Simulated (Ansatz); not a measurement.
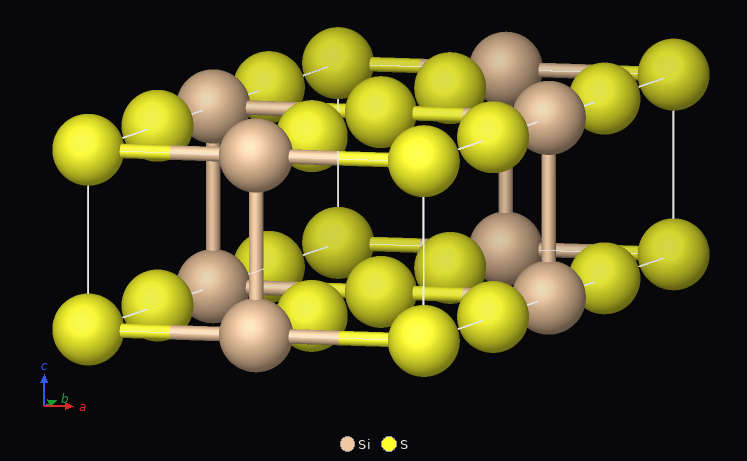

We look at a ball-and-stick model of the crystal slightly off an axis. The conventional unit cell is outlined; an atom on or near a face, edge or corner is repeated at each equivalent position. Cell: a = 4.82 Å, b = 11.44 Å, c = 2.48 Å, α = 90.00°, β = 90.00°, γ = 90.00°.

The structure was taken from a random cell made by a generator, so it need not be a real form of the compound. Earlier steps of the study may have refined or changed the cell and positions. It was run through Ansatz as a DFT input.

### Explain the picture.

The solid is SiS$_{3}$. It belongs to space group Cmmm (No. 65) and has a base-centred orthorhombic lattice. Atoms per cell: 8 (2 Si, 6 S). Counting contacts within bonding distance, the coordination numbers are Si 4 and S 0 to 2 (mean 0.7).

Calculation details: DFT PBE, scalar-relativistic, plane waves, PAW in Ansatz; plane-wave cutoff 420 eV, k-points about 0.14 Å⁻¹ apart, Gaussian smearing of 0.1 eV, no spin polarisation.

### What is the electronic character?

A metal: bands cross the Fermi level.

### What does a Bader analysis give?

Si +0.96 e; S -0.61 to -0.17 e.

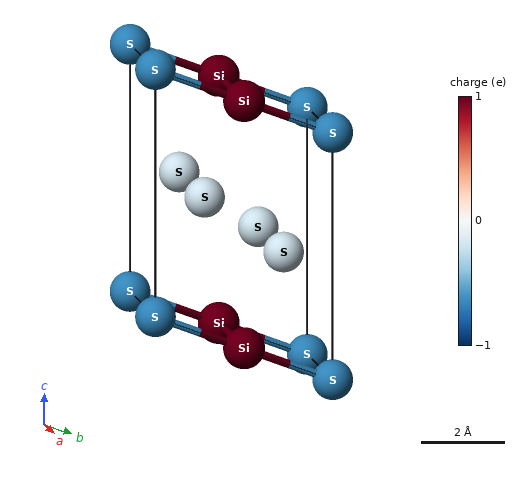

The atoms coloured by those charges. The run's cell of 4 atoms is drawn in a reduced setting, so axes and origin can differ from the first picture.

### Is this the optimised geometry for these settings?

Yes. All forces vanish to within 0.01 eV/Å. The pressure is 0.0 GPa, close to zero.
